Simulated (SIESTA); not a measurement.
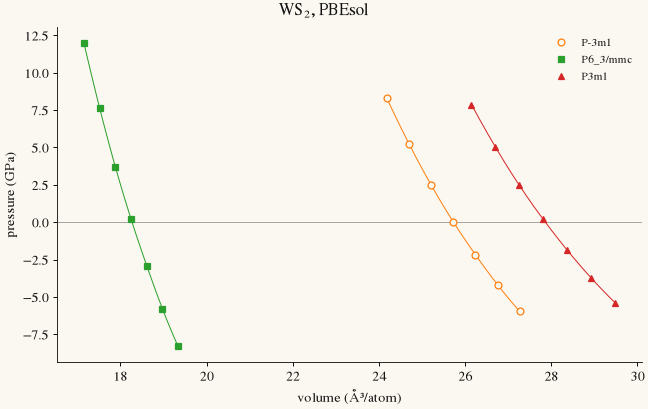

The plot gives the computed pressure against volume, with one curve for each structure, for WS₂.

Computed with SIESTA 5.4.2: DFT in numerical atomic orbitals with pseudopotentials, no spin polarisation; energies at scaled volumes of the given cell, shape and fractions fixed, counted from the fit's minimum, third-order Birch-Murnaghan fit. Level: PBEsol.

- occupations: Fermi–Dirac
- smearing width: 0.05 eV
- potentials: PseudoDojo 0.4 standard, converted to PSML, two zetas on semicore shells

Settings that differ: P-3m1: k mesh 8×8×1; P6_3/mmc: k mesh 10×10×3; P3m1: k mesh 8×8×1.

**Order the curves by fitted equilibrium volume, smallest first.**

P6_3/mmc 18.269, P-3m1 25.730, P3m1 27.860 Å³/atom.

**Order the curves by fitted bulk modulus, smallest first.**

P3m1 107.9, P-3m1 116.8, P6_3/mmc 165.4 GPa.

Note: mulliken charges of long orbitals; short basis over semicore shells; shape and atomic fractions are frozen while scaling, which makes layered, chain and framework solids too stiff.

The computed values:

P-3m1:
| volume (Å³/atom) | pressure (GPa) |
| --- | --- |
| 24.18 | 8.30 |
| 24.70 | 5.25 |
| 25.21 | 2.49 |
| 25.73 | 0.02 |
| 26.24 | −2.18 |
| 26.75 | −4.19 |
| 27.27 | −5.97 |

P6_3/mmc:
| volume (Å³/atom) | pressure (GPa) |
| --- | --- |
| 17.15 | 12.01 |
| 17.52 | 7.66 |
| 17.88 | 3.72 |
| 18.25 | 0.22 |
| 18.61 | −2.91 |
| 18.97 | −5.79 |
| 19.34 | −8.31 |

P3m1:
| volume (Å³/atom) | pressure (GPa) |
| --- | --- |
| 26.15 | 7.87 |
| 26.70 | 5.03 |
| 27.26 | 2.46 |
| 27.82 | 0.18 |
| 28.37 | −1.88 |
| 28.93 | −3.74 |
| 29.48 | −5.40 |
